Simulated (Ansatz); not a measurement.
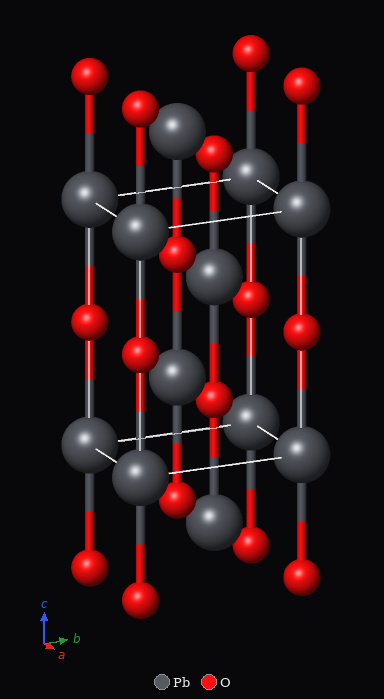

We look at a ball-and-stick model of the crystal slightly off an axis. The conventional unit cell is drawn as a box. Outside the box, the atoms bonded to those within are drawn.

PbO, space group R-3m (No. 166), a = 4.658 Å, b = 4.658 Å, c = 5.226 Å, α = 90.00°, β = 90.00°, γ = 120.00°. It goes back to a structure type filled with these elements by a generator (whether the compound takes this form wasn't checked). The cell was then strained or its atoms displaced on purpose. It was run through Ansatz as a DFT input.

This one geometry was computed with Ansatz (DFT, plane waves, PAW) at three levels of theory: PBE, r2SCAN and HSE06. It was relaxed with r2SCAN and then strained.

Which level gives the highest pressure at this volume, and what does that say about its equilibrium volume?

Highest: PBE (2.2 GPa), which points to the largest equilibrium volume. Lowest, with the smallest volume: HSE06 (-1.9 GPa). Levels within 0.5 GPa of each other can't be told apart.

How does the band gap change with the level of theory?

r2SCAN: a gap of 0.21 eV, indirect; HSE06: a gap of 0.21 eV, indirect; PBE: a gap of 0.21 eV, direct.

Collect the results in a table.

| level | cutoff (eV) | k-mesh of the run's cell | gap (eV) | pressure (GPa) |
| --- | --- | --- | --- | --- |
| PBE | 420 | 8×8×8 | 0.21 | 2.2 |
| r2SCAN | 500 | 8×8×8 | 0.21 | -1.0 |
| HSE06 | 420 | 6×6×6 | 0.21 | -1.9 |

Gaps are taken on the k-mesh or band path of each run.
